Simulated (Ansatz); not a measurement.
# BAs₅: what the fields show

```
CELL_PARAMETERS angstrom
7.76033 0.00000 0.00000
0.00000 0.00000 -7.76033
0.00000 7.76033 0.00000
ATOMIC_POSITIONS crystal
B 0.75000 0.75000 0.25000
B 0.25000 0.75000 0.75000
B 0.25000 0.25000 0.25000
B 0.75000 0.25000 0.75000
As 0.37703 0.87703 0.37703
As 0.87703 0.87703 0.87703
As 0.87703 0.37703 0.37703
As 0.37703 0.37703 0.87703
As 0.12297 0.62297 0.37703
As 0.62297 0.62297 0.87703
As 0.62297 0.12297 0.37703
As 0.12297 0.12297 0.87703
As 0.12297 0.87703 0.12297
As 0.62297 0.87703 0.62297
As 0.62297 0.37703 0.12297
As 0.12297 0.37703 0.62297
As 0.37703 0.62297 0.12297
As 0.87703 0.62297 0.62297
As 0.87703 0.12297 0.12297
As 0.37703 0.12297 0.62297
As 0.00000 0.50000 0.00000
As 0.50000 0.50000 0.50000
As 0.50000 0.00000 0.00000
As 0.00000 0.00000 0.50000
```

Space group F-43m; a structure generated by program, which may or may not match a known phase.

These are results of Ansatz 0.2.0, DFT PBE, scalar-relativistic, plane waves, PAW, not measurements.

The density is the valence pseudo-density of a PAW calculation; it isn't the true density close to the nuclei.

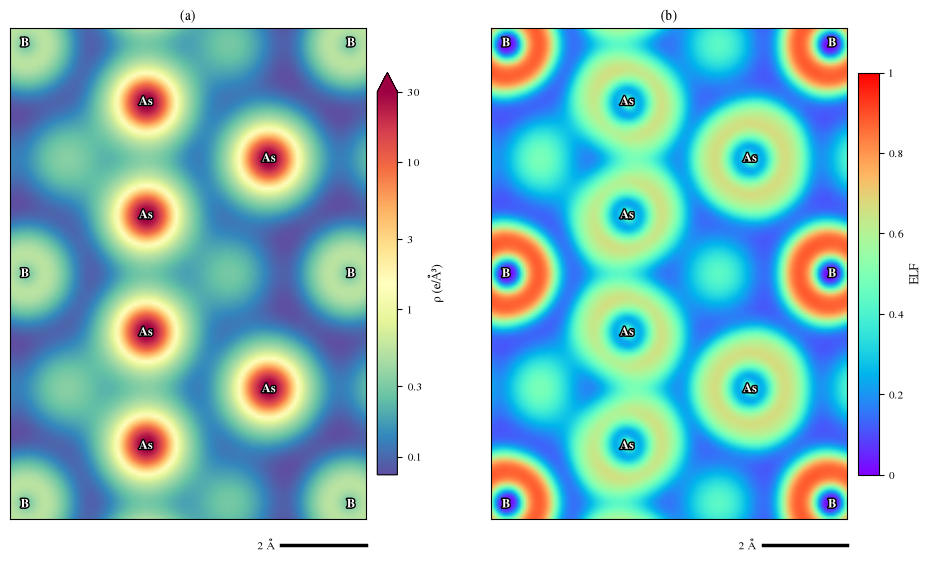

Figure 1. (a) valence charge density (pseudo); (b) electron localisation function on the (011) plane of the conventional cell.

**What does the map show?**

The section cuts through B and As sites.
As–As (2.70 Å): the density is about 0.34 e/Å³ at the midpoint; the ELF peaks at about 0.60 between the atoms.
B–As (3.21 Å): the density is about 0.11 e/Å³ at the midpoint; the ELF is about 0.15 at the midpoint; no shared electron pair shows on this line.
As–As (2.79 Å): ρ at the midpoint is about 0.29 e/Å³; the ELF is about 0.40 at the midpoint.
B–As (3.36 Å): the density is about 0.09 e/Å³ at the midpoint; the ELF is about 0.20 at the midpoint; no localised pair shows between them.
Between the atoms the lowest density in this plane is 0.08 e/Å³.

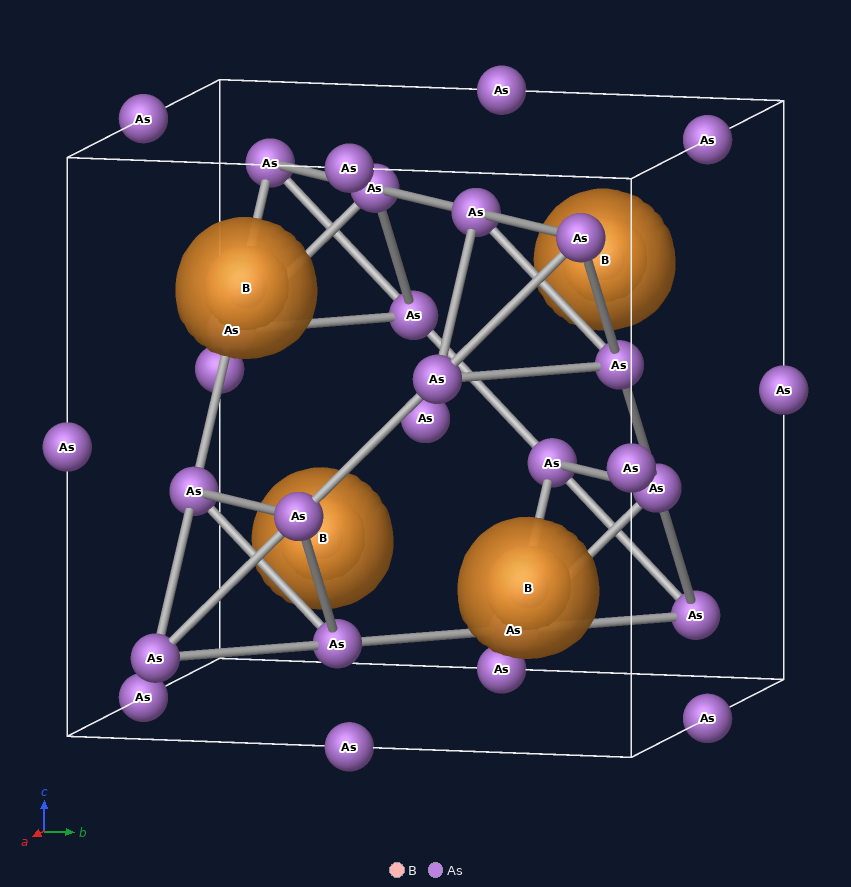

Figure 2. Isosurface of the ELF at 0.8 (orange), seen slightly off an axis. Core shells and regions of very low density are left out. Sticks mark near contacts.

**What do the ELF domains correspond to?**

The surface consists of four regions wrapped around B (the valence shell of each), counted in one cell of 24 atoms. Regions shared between cells count once.

**Which way does charge flow, and how much by Bader's partition?**

Very little charge moves. Bader charges: B −0.04 and As +0.01 e.

**Does the calculation give a band gap?**

It is gapless in this calculation (a metal or semimetal).
